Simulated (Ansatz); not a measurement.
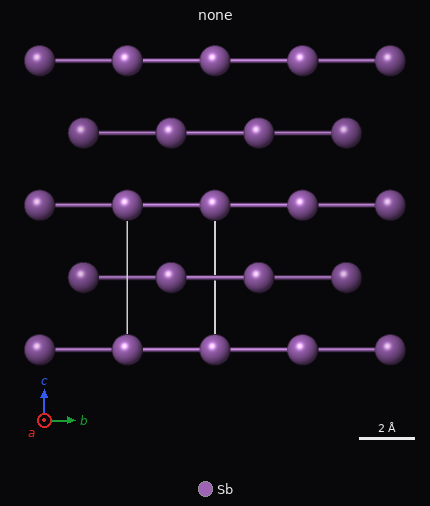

A crystal of Sb (set up in I4/mmm), relaxed (cell and atoms) with several dispersion corrections. The picture shows the result with none. Style: ball-and-stick. Shown: the conventional cell (2 times the calculation's cell), repeated 1 × 2 × 2 with one cell outlined, along the a axis. Lengths and directions refer to the drawn axes.

Computed with Ansatz 0.2.0: PBE, Ansatz PAW. (plane-wave cutoff 420 eV; k-point mesh 12 × 12 × 12; occupations fermi-dirac; smearing width 0.05 eV; no spin polarisation; cell and atoms relaxed; force threshold 0.01 eV/Å)

```tsv
dispersion correction	volume (Å³/atom)	a (Å)	c (Å)
D3(BJ)-ATM	?	?	?
none	27.605	3.223	5.315
D3(BJ)	26.288	3.179	5.204
D4	26.311	3.178	5.209
```

> Estimate the missing row from the others, and compare with the calculation.

With D3(BJ)-ATM the volume falls between D4 (26.311) and none (27.605). The calculation gives 26.422 Å³/atom (a = 3.182 Å, c = 5.218 Å). In order of volume: D3(BJ) < D4 < D3(BJ)-ATM < none; the spread is 5.0 %.

Each member starts from this one structure; whether another phase lies lower wasn't checked.
